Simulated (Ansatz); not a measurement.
**From Ta to W**

System: Ta (Im-3m, 1 atom in the cell).
Method of the first run: DFT PBEsol, scalar-relativistic, plane waves, PAW, no spin polarisation (Ansatz 0.2.0).
System of the second run: W (1 atom in the cell).

On the first run: The structure derives from a Materials Project entry. On the second run: The structure was made by swapping elements on the sites of another compound; it need not be a known phase. It belongs to a series of runs on one base structure; here: Ta -> W on all its sites, cell and atoms relaxed. Text and figures count atoms from 1; the logs count them from 0 in places.

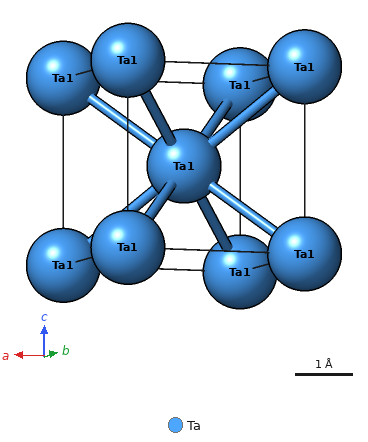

Fig. 1: The input geometry (ball-and-stick view of the cell 2 times as large as that of the calculation, set on its symmetry axes, seen at an oblique angle; atoms are numbered from 1 in the order of the input). An atom can appear more than once, as a periodic image. Near neighbours in the periodic cell (some may lie outside the picture): Ta has 8 Ta at 2.87 Å.

### The input, the first run
```yaml
crystal:
  lattice:
    - [-1.6549278069, 1.6549278069, 1.6549278069]
    - [1.6549278069, -1.6549278069, 1.6549278069]
    - [1.6549278069, 1.6549278069, -1.6549278069]
  atoms:
    - { symbol: Ta, position: [0.0, 0.0, 0.0] }
basis:
  ecutwfc: 420
kpoints:
  mp_grid: { grid: [18, 18, 18] }
hamiltonian:
  xc: pbesol
scf:
  occupations: { method: gaussian, width: 0.1 }
output:
  forces: true
  stress: true
  eigenvalues: true
  write_density: true
  write_potential: true
  elf: true
  volumetric_format: npy
relax:
  adjacent_minimum: "off"
  f_tol: 0.005
  max_steps: 80
  cell: { stress_tol: 0.05 }
```

Launched with:
```bash
ansatz run input.yaml --threads 1 --pin off --max-ram 2560MiB --backend cpu --events-out ev --progress --plain --runs-dir out
```

Hardware: 1 thread of Arm Neoverse V1, 24 GiB of memory available, shared host.

### Output, shortened to warnings, some set-up lines, iterations and results (the first run)
```
Basis set: ecut = 420 eV, 369 PW (Γ), exchange–correlation on 40×40×40 points (8 copies of the dense FFT grid, shifted against one another)
Symmetry: 48 space group operations
k-points: 195 of 5832
Initial density: superposition of atomic densities (neutral atoms: chi_scale 0, normalization atom), corrected by the library's trained network
[...]
SCF iter   1: F=—  HF=-9806.495551 eV  |F-HF|=—  |Δ(HF+E_count)|=         —  Δρ=2.17e-3  dr2=2.21e-4  ethr=1.77e-3  ⟨swp⟩=5.1  Hψ=12044  notcnv=0
SCF iter   2: F=—  HF=-9806.495324 eV  |F-HF|=—  |Δ(HF+E_count)|=   2.28e-4  Δρ=1.01e-3  dr2=4.46e-5  ethr=1.70e-6  ⟨swp⟩=2.1  Hψ=4669  notcnv=0
SCF iter   3: F=—  HF=-9806.495362 eV  |F-HF|=—  |Δ(HF+E_count)|=   3.84e-5  Δρ=1.51e-4  dr2=1.32e-6  ethr=3.43e-7  ⟨swp⟩=1.1  Hψ=2128  notcnv=0
SCF iter   4: F=-9806.495362 eV  HF=-9806.495362 eV  |F-HF|=3.47e-8  |Δ(HF+E_count)|=   6.62e-8  Δρ=3.62e-5  dr2=7.38e-8  ethr=1.01e-8  ⟨swp⟩=2.5  Hψ=3259  notcnv=0
SCF iter   5: F=-9806.495362 eV  HF=-9806.495362 eV  |F-HF|=7.61e-9  |Δ(HF+E_count)|=   2.13e-8  Δρ=1.82e-5  dr2=1.58e-8  ethr=5.67e-10  ⟨swp⟩=1.1  Hψ=2231  notcnv=0
[... 23 lines ...]
SCF iter   2: F=—  HF=-9806.503382 eV  |F-HF|=—  |Δ(HF+E_count)|=   1.76e-6  Δρ=1.79e-5  dr2=5.49e-9  ethr=1.89e-10  ⟨swp⟩=2.1  Hψ=2579  notcnv=0
SCF iter   3: F=—  HF=-9806.503382 eV  |F-HF|=—  |Δ(HF+E_count)|=   8.41e-9  Δρ=7.22e-7  dr2=2.45e-11  ethr=4.23e-11  ⟨swp⟩=2.5  Hψ=3472  notcnv=0
SCF iter   4: F=-9806.503382 eV  HF=-9806.503382 eV  |F-HF|=3.64e-12  |Δ(HF+E_count)|=  1.64e-11  Δρ=8.97e-8  dr2=1.09e-12  ethr=1.00e-12  ⟨swp⟩=5.9  Hψ=9107  notcnv=0
SCF 5 converged in 4 iterations: F = -9806.503382 eV  dr2 = 1.09e-12
relax step   5: F+E_penalty+E_count = -9806.50338243 eV  Δ(F+E_penalty+E_count) = +1.381e-4 eV  max|allowed force component| = 0.000e0 eV/Å  Δτ_max = 0.0000 Å  P = -0.008 GPa …
basis re-selected at this cell: Δ(F+E_penalty+E_count) = +1.381e-4 eV, ΔP = -0.011 GPa vs the last step (what re-selecting the basis moved, of the pressure what is left beyond the Pulay correction that the steps carried, after the strain that the cell walked since its last selection, with what the …
SCF converged after 4 iterations
Free energy (F): -9806.503382 eV
Harris-Foulkes:  -9806.503382 eV  (|F-HF|=3.64e-12)
Internal energy: -9806.497434 eV  (E = F + TS)
E sigma→0 (E₀):  -9806.500408 eV
Entropy (-TS):   -0.005949 eV (-5.949 meV/atom)
Fermi energy:    18.910508 eV
--- Per-component energies (eV) ---
  E_band       = -99.463131
  E_kinetic    = 366.764596
  E_local      = -538.561144  (includes V_loc(G=0)·N_el)
  E_nonlocal   = 17.808206
  E_hartree    = 186.974392
  E_xc         = -217.172715
  E_vxc        = -204.060471  (∫ρ·V_xc dr)
  E_paw        = -8272.689338  (= ΣΔE_a)
  E_vpaw       = -115.363267  (= ΣTr[D̂ρ^β])
  E_aug_tail   = 0.000137  (compensation charges beyond the density's cutoff)
  E_ewald      = -1349.835214
  E_core_change = 0.213646  (= ΣΔE_core)
  E_smearing   = -0.005949  (= −TS)
  E_closure    = 0.000000  (closes the sum)
  Σ components = -9806.503382   (vs F -9806.503382, Δ=0.00e0)
--- Forces (eV/Å), atoms counted from 1 ---
  atom   1  Ta     0.00000000    -0.00000000    -0.00000000
  max |Σ_I F_I| component: 1.69e-32 eV/Å
--- Stress (GPa, compression-positive) ---
       -0.007947       0.000000      -0.000000
        0.000000      -0.007947      -0.000000
       -0.000000      -0.000000      -0.007947
  P = ⅓ Tr σ = -0.0079 GPa (-0.079 kbar)
--- Relaxed structure (4 steps of the walk, 3 accepted, 1 SCFs on fresh bases) ---
  F+E_penalty+E_count = -9806.50338243 eV   max|allowed force component| = 0.000e0 eV/Å   (the final SCF, on the basis selected at the relaxed cell)
  cell:  # Å, volume = 17.6516 Å³
    - [-1.6402410434183634, 1.6402410434183634, 1.6402410434183634]
    - [1.6402410434183634, -1.6402410434183634, 1.6402410434183634]
    - [1.6402410434183634, 1.6402410434183634, -1.6402410434183634]
  atoms:
    - { symbol: Ta, position: [0.0, 0.0, 0.0] }
```

The input of the second run differs as follows (lines with − go, lines with + come):
```diff
-    - [-1.6549278069, 1.6549278069, 1.6549278069]
-    - [1.6549278069, -1.6549278069, 1.6549278069]
-    - [1.6549278069, 1.6549278069, -1.6549278069]
+    - [-1.5861829273, 1.5861829273, 1.5861829273]
+    - [1.5861829273, -1.5861829273, 1.5861829273]
+    - [1.5861829273, 1.5861829273, -1.5861829273]
-    - { symbol: Ta, position: [0.0, 0.0, 0.0] }
+    - { symbol: W, position: [0.0, 0.0, 0.0] }
-  write_density: true
-  write_potential: true
-  elf: true
-  volumetric_format: npy
-  f_tol: 0.005
-  max_steps: 80
-  cell: { stress_tol: 0.05 }
+  f_tol: 0.01
+  max_steps: 60
+  cell: { stress_tol: 0.1 }
```

How does the second run compare with the first run?

The total energies belong to different systems, so their difference says nothing on which is more stable or more accurate. The volume per atom goes from 17.65 to 15.69 Å³. The SCF takes 21 iterations over all geometry steps against 23.

### Output, shortened to warnings, some set-up lines, iterations and results (the second run)
```
Basis set: ecut = 420 eV, 321 PW (Γ), exchange–correlation on 40×40×40 points (8 copies of the dense FFT grid, shifted against one another)
Symmetry: 48 space group operations
k-points: 195 of 5832
Initial density: superposition of atomic densities (neutral atoms: chi_scale 0, normalization atom), corrected by the library's trained network
[...]
SCF iter   1: F=—  HF=-10256.558186 eV  |F-HF|=—  |Δ(HF+E_count)|=         —  Δρ=1.92e-3  dr2=1.23e-4  ethr=1.77e-3  ⟨swp⟩=5.0  Hψ=11293  notcnv=0
SCF iter   2: F=—  HF=-10256.557941 eV  |F-HF|=—  |Δ(HF+E_count)|=   2.44e-4  Δρ=1.01e-3  dr2=3.83e-5  ethr=8.77e-7  ⟨swp⟩=2.0  Hψ=4812  notcnv=0
SCF iter   3: F=—  HF=-10256.557985 eV  |F-HF|=—  |Δ(HF+E_count)|=   4.39e-5  Δρ=2.90e-4  dr2=1.20e-5  ethr=2.73e-7  ⟨swp⟩=2.0  Hψ=3223  notcnv=0
SCF iter   4: F=—  HF=-10256.557980 eV  |F-HF|=—  |Δ(HF+E_count)|=   5.32e-6  Δρ=9.21e-5  dr2=1.15e-6  ethr=8.56e-8  ⟨swp⟩=2.9  Hψ=3370  notcnv=0
SCF iter   5: F=-10256.557979 eV  HF=-10256.557979 eV  |F-HF|=2.51e-8  |Δ(HF+E_count)|=   5.48e-7  Δρ=1.62e-5  dr2=3.02e-8  ethr=8.21e-9  ⟨swp⟩=2.0  Hψ=3118  notcnv=0
[... 21 lines ...]
SCF iter   2: F=—  HF=-10256.562588 eV  |F-HF|=—  |Δ(HF+E_count)|=   3.19e-7  Δρ=1.61e-5  dr2=7.84e-9  ethr=3.16e-10  ⟨swp⟩=2.4  Hψ=3275  notcnv=0
SCF iter   3: F=—  HF=-10256.562588 eV  |F-HF|=—  |Δ(HF+E_count)|=   6.13e-9  Δρ=1.24e-6  dr2=7.26e-11  ethr=5.60e-11  ⟨swp⟩=2.9  Hψ=3494  notcnv=0
SCF iter   4: F=-10256.562588 eV  HF=-10256.562588 eV  |F-HF|=1.82e-12  |Δ(HF+E_count)|=  1.07e-10  Δρ=2.89e-7  dr2=2.96e-12  ethr=1.00e-12  ⟨swp⟩=4.7  Hψ=7953  notcnv=0
SCF 5 converged in 4 iterations: F = -10256.562588 eV  dr2 = 2.96e-12
relax step   5: F+E_penalty+E_count = -10256.56258762 eV  Δ(F+E_penalty+E_count) = +1.036e-4 eV  max|allowed force component| = 0.000e0 eV/Å  Δτ_max = 0.0000 Å  P = +0.012 …
basis re-selected at this cell: Δ(F+E_penalty+E_count) = +1.036e-4 eV, ΔP = -0.000 GPa vs the last step (what re-selecting the basis moved, of the pressure what is left beyond the Pulay correction that the steps carried, after the strain that the cell walked since its last selection, with what the …
SCF converged after 4 iterations
Free energy (F): -10256.562588 eV
Harris-Foulkes:  -10256.562588 eV  (|F-HF|=1.82e-12)
Internal energy: -10256.559161 eV  (E = F + TS)
E sigma→0 (E₀):  -10256.560875 eV
Entropy (-TS):   -0.003426 eV (-3.426 meV/atom)
Fermi energy:    22.700869 eV
--- Per-component energies (eV) ---
  E_band       = -80.032427
  E_kinetic    = 450.742555
  E_local      = -594.127502  (includes V_loc(G=0)·N_el)
  E_nonlocal   = 3.033176
  E_hartree    = 213.189491
  E_xc         = -265.433036
  E_vxc        = -238.908555  (∫ρ·V_xc dr)
  E_paw        = -8436.080164  (= ΣΔE_a)
  E_vpaw       = -127.151040  (= ΣTr[D̂ρ^β])
  E_aug_tail   = -0.000058  (compensation charges beyond the density's cutoff)
  E_ewald      = -1628.105416
  E_core_change = 0.221792  (= ΣΔE_core)
  E_smearing   = -0.003426  (= −TS)
  E_closure    = 0.000000  (closes the sum)
  Σ components = -10256.562588   (vs F -10256.562588, Δ=0.00e0)
--- Forces (eV/Å), atoms counted from 1 ---
  atom   1  W     -0.00000000     0.00000000     0.00000000
  max |Σ_I F_I| component: 6.98e-32 eV/Å
--- Stress (GPa, compression-positive) ---
        0.012133      -0.000000      -0.000000
       -0.000000       0.012133       0.000000
        0.000000       0.000000       0.012133
  P = ⅓ Tr σ = 0.0121 GPa (0.121 kbar)
--- Relaxed structure (4 steps of the walk, 3 accepted, 1 SCFs on fresh bases) ---
  F+E_penalty+E_count = -10256.56258762 eV   max|allowed force component| = 0.000e0 eV/Å   (the final SCF, on the basis selected at the relaxed cell)
  cell:  # Å, volume = 15.6923 Å³
    - [-1.5771582585388906, 1.5771582585388906, 1.5771582585388906]
    - [1.5771582585388906, -1.5771582585388906, 1.5771582585388906]
    - [1.5771582585388906, 1.5771582585388906, -1.5771582585388906]
  atoms:
    - { symbol: W, position: [0.0, 0.0, 0.0] }
```

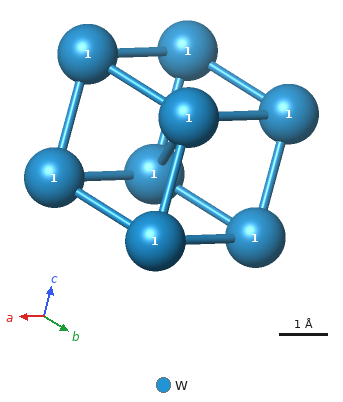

Fig. 2: The input structure of the second run (ball-and-stick view of the cell of the calculation, seen at an oblique angle; atoms are numbered from 1 in the order of the input). An atom can appear more than once, as a periodic image.

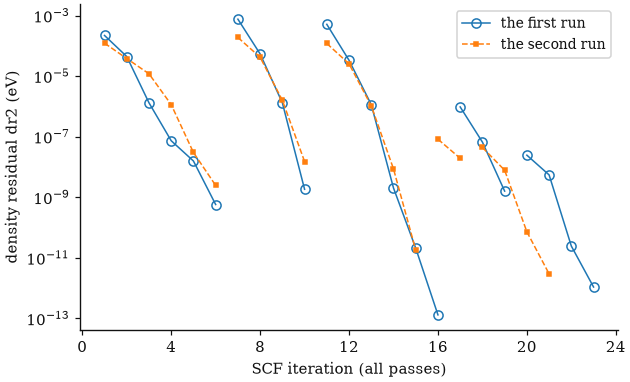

Fig. 3: Convergence of the two runs: density residual dr2 against the SCF iteration. A break in a curve parts two SCF passes. The first run takes 23 iterations in all, and the second run takes 21.

### The two runs side by side

| quantity | the first run | the second run |
| --- | --- | --- |
| outcome | converged | converged |
| free energy per atom (eV) | −9806.5034 | −10256.5626 |
| energy per atom, smearing taken to zero (eV) | −9806.5004 | −10256.5609 |
| gap on the mesh (eV) | 0.00 | 0.00 |
| pressure (GPa) | −0.01 | 0.01 |
| volume per atom (Å³) | 17.65 | 15.69 |
| largest force (eV/Å) | 0.000 | 0.000 |
| SCF iterations | 23 | 21 |
| irreducible k-points | 195 | 195 |
| wall time (shared host) | 14 s | 13 s |

For the first run: Spin–orbit coupling is left out, which matters for Ta. For the second run: Spin–orbit coupling is left out, which matters for W.
